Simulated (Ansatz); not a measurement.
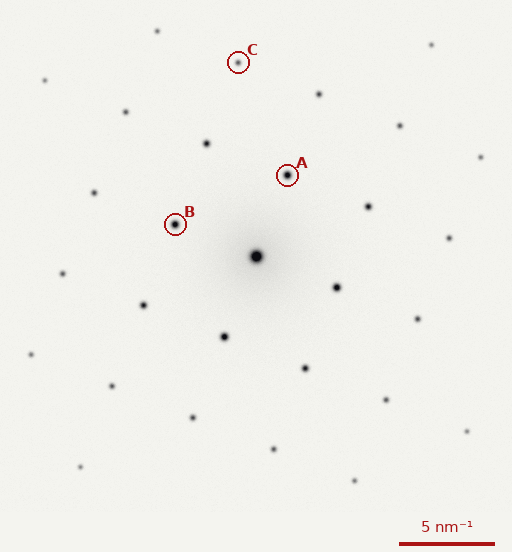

Simulated selected-area electron diffraction pattern (120 kV, kinematic approximation, thin crystal, B = 0.5 Å² for all atoms). The zone axis points towards the electron source and the pattern is seen from the source side.

Crystal: Se, space group Fm-3m (No. 225), a = 4.37 Å. Structure: the input geometry of an electronic-structure calculation (not necessarily at equilibrium); the starting structure was generated, so it need not be a known form of this composition.

```cif
data_structure
_symmetry_space_group_name_H-M 'Fm-3m'
_symmetry_Int_Tables_number 225
_cell_length_a 4.3696
_cell_length_b 4.3696
_cell_length_c 4.3696
_cell_angle_alpha 90.000
_cell_angle_beta 90.000
_cell_angle_gamma 90.000
_cell_volume 83.43
loop_
_atom_site_label
_atom_site_type_symbol
_atom_site_symmetry_multiplicity
_atom_site_Wyckoff_symbol
_atom_site_fract_x
_atom_site_fract_y
_atom_site_fract_z
_atom_site_occupancy
Se1 Se 4 a 0.00000 0.00000 0.00000 1
```

Spot A is indexed -2 0 0 and spot B 0 -2 0.

Q: What are the indices of the remaining marked spot?

A: C = 2A + B = -4 -2 0 (d = 0.977 Å).

Q: Which zone axis is this?

A: The cross product of A and B is parallel to [001]; every spot obeys hu + kv + lw = 0.

Q: What are the spacings of A and B and the angle between them?

A: d(A) = 2.185 Å, d(B) = 2.185 Å, and the angle is 90.0°.
